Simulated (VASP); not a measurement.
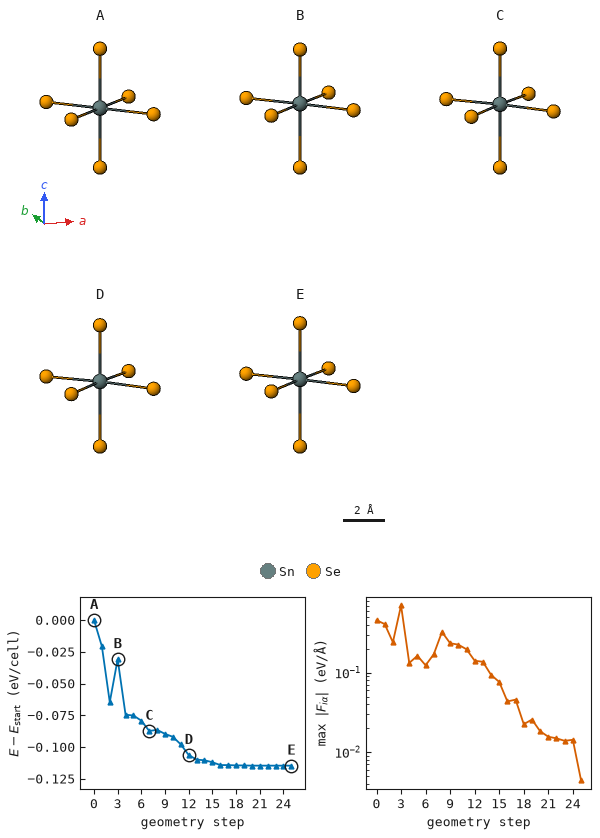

Frames of a relaxation of a slab of composition SnSe, marked on the history of the run. A ball-and-stick model of the atoms within 4.2 Å of the atom that moves most (axes of the 2 × 2 repeat of the cell, outlined in the plane, without the vacuum), seen slightly off an axis.

The run lets the atoms move in a fixed cell. 4 atoms are held fixed.

All numbers below come from VASP 6.6.1, Kohn-Sham DFT of a periodic cell, RPBE, VASP PAW PBE potentials, recommended.

Input
```
SYSTEM = SnSe
ALGO = Fast ; DIPOL = 0.5 0.5 0.500
EDIFF = 1E-6 ; EDIFFG = -0.005
ENCUT = 520 ; GGA = RP
IBRION = 2 ; IDIPOL = 3
ISIF = 2 ; ISMEAR = -1
LASPH = .True. ; LCHARG = .False.
LDIPOL = .True. ; LREAL = .False.
LWAVE = .False. ; NELM = 80
NSW = 40 ; PREC = Accurate
SIGMA = 0.05
```

Run as
```bash
cat potpaw_PBE.64/Sn_d/POTCAR potpaw_PBE.64/Se/POTCAR > POTCAR
mpirun -np 1 vasp_std > vasp.out
```

### What happens along the run?

A Sn atom moves most: 0.39 Å along the normal (+c). By element the largest moves are Sn 0.39 Å, Se 0.37 Å. The cell doesn't change. Near-neighbour distances that change, for instance: Se–Sn 3.010 → 3.402 Å, Se–Sn 3.010 → 2.844 Å. The energy falls by 0.115 eV per cell of the calculation in 25 geometry steps. Largest force component: 0.46 eV/Å at the start, 0.0044 eV/Å at the end. It ran on 1 thread of Intel(R) Xeon(R) Platinum 8488C (Sapphire Rapids), with other jobs on the host. From step 0 to 3: a Sn atom moves most (0.22 Å), energy −30.8 meV per cell of the calculation. From step 3 to 7: a Sn atom moves most (0.10 Å), energy −56.5 meV per cell of the calculation. From step 7 to 12: a Se atom moves most (0.11 Å), energy −19.0 meV per cell of the calculation. From step 12 to 25: a Se atom moves most (0.14 Å), energy −8.4 meV per cell of the calculation.
